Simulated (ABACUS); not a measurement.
## C: 7 runs along one coordinate

System: C (P6₃/mmc, 4 atoms in the cell).
Method: Kohn-Sham DFT of a periodic cell, PBEsol, PseudoDojo NC SR 0.4.1 PBEsol standard, no spin polarisation (ABACUS 3.10.1).

The 7 runs differ only in the geometry, by an even scaling of the cell at fixed fractional positions. The structure derives from an entry of the Crystallography Open Database.

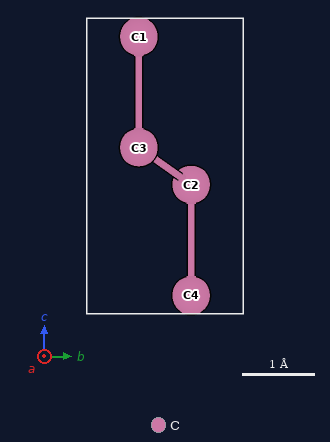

Figure 1. The structure of run 4 (ball-and-stick view of the cell of the calculation, along the a axis; atoms are numbered from 1 in the order of the input). An atom can appear more than once, as a periodic image.

### Input of run 4
```
INPUT_PARAMETERS
suffix              C
calculation         scf
basis_type          pw
pseudo_dir          ./
symmetry            1
dft_functional      pbesol
ecutwfc             82
pseudo_rcut         7
nspin               1
nbands              12
ks_solver           dav
smearing_method     fd
smearing_sigma      0.00367493
scf_thr             1e-08
scf_nmax            100
mixing_type         broyden
mixing_beta         0.7
cal_force           1
cal_stress          1
kpar                4
```

### File STRU of run 4
```
ATOMIC_SPECIES
C 12.0110 C.upf

LATTICE_CONSTANT
1.8897261246

LATTICE_VECTORS
2.5221000000 0.0000000000 0.0000000000
-1.2610500000 2.1842026709 0.0000000000
0.0000000000 0.0000000000 4.1186000000

ATOMIC_POSITIONS
Direct

C
0.0
4
0.6666666667 0.3333333333 0.9375000000 1 1 1
0.3333333333 0.6666666667 0.4375000000 1 1 1
0.6666666667 0.3333333333 0.5625000000 1 1 1
0.3333333333 0.6666666667 0.0625000000 1 1 1
```

### File KPT of run 4
```
K_POINTS
0
Gamma
12 12 7 0 0 0
```

Command:
```bash
OMP_NUM_THREADS=1 mpirun -np 4 abacus > log
```

Lattice vectors (Å) and fractional positions of run 4:
```
   2.522100    0.000000    0.000000
  -1.261050    2.184203    0.000000
   0.000000    0.000000    4.118600
C   0.666667  0.333333  0.937500
C   0.333333  0.666667  0.437500
C   0.666667  0.333333  0.562500
C   0.333333  0.666667  0.062500
```

Run 6 differs from it as follows:
```diff
-2.5221000000 0.0000000000 0.0000000000
--1.2610500000 2.1842026709 0.0000000000
-0.0000000000 0.0000000000 4.1186000000
+2.5552893324 0.0000000000 0.0000000000
+-1.2776446662 2.2129454759 0.0000000000
+0.0000000000 0.0000000000 4.1727983206
```

### Results, with one run withheld

```csv
run,volume per atom (Å³),"free energy per atom, from the lowest run given (meV)",pressure (GPa),gap on the mesh (eV)
1,5.332,27.68,28.91,2.97
2,5.445,11.09,17.68,3.05
3,5.559,2.09,7.46,3.12
4,5.672,0.00,−1.84,3.18
5,5.786,4.20,−10.31,3.24
6,5.899,?,?,?
7,6.012,29.26,−25.03,3.36
```

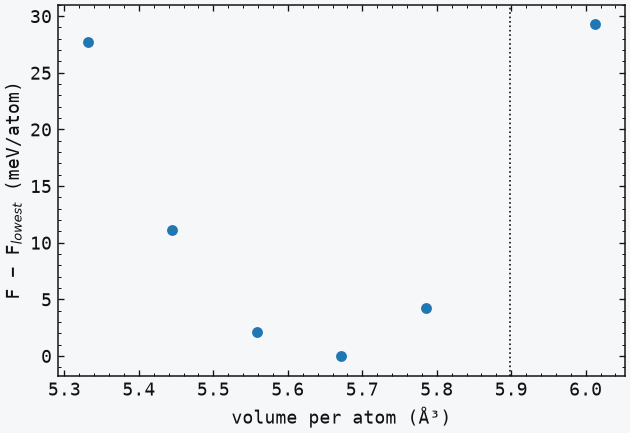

Figure 2. Free energy per atom of the runs given; the dotted line marks run 6.

What should run 6 give?

A cubic polynomial in V^(−2/3) (the Birch–Murnaghan form), fitted to the 6 runs given, misses them by at most 0.03 meV per atom. With x = V^(−2/3) − 0.31609 Å⁻², it reads F = 0.030915 + 327.96 x + 1.7973e+05 x² − 1.0279e+05 x³ (meV per atom). At run 6 it gives 14.14 meV per atom, and the run itself gives 14.12. The slope of the fit gives a pressure −dF/dV of −17.86 GPa there, and the run prints −18.02 GPa. The two needn't agree exactly: the fit is approximate, and the printed stress is taken on a finite basis. The fit has its minimum at 5.652 Å³ per atom, where V d²F/dV² gives 451 GPa. Cell shape and fractional positions are held, so this is the stiffness under even scaling; the relaxed bulk modulus wasn't computed. The gap on the mesh goes, without turning, from 2.97 eV in run 1 to 3.36 eV in run 7; run 6 has 3.30 eV. These are gaps of this functional on this mesh, which can miss the band edges; they aren't the measured gap.

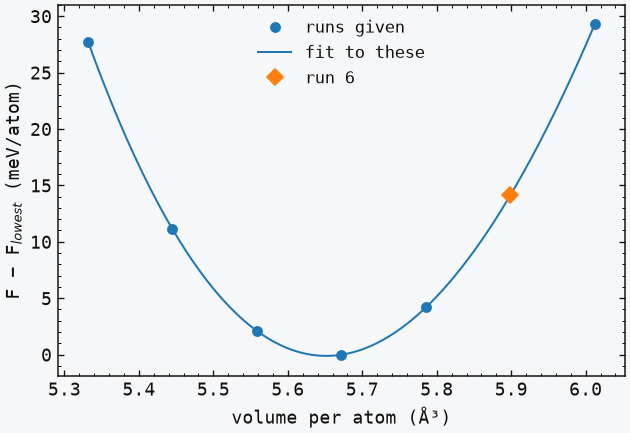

Figure 3. The fit and the withheld run.

### Some lines of the output (run 6)
```
[...]
                          Volume (Bohr^3) = 159.234
                             Volume (A^3) = 23.596
 E_Fermi        0.9787108319         13.3160440085
 E_Fermi        1.0430101279         14.1908808116
 E_Fermi        1.0573634407         14.3861676508
 E_Fermi        1.0561753878         14.3700033610
 E_Fermi        1.0569126741         14.3800346564
 E_KS(sigma->0) -48.0204470408       -653.3517002626
 E_Fermi        1.0568956168         14.3798025798
 final etot is -653.35170026 eV
 EFERMI = 14.37980258 eV
 TOTAL-PRESSURE: -180.153792 KBAR
 !FINAL_ETOT_IS -653.3517002625879968 eV
```
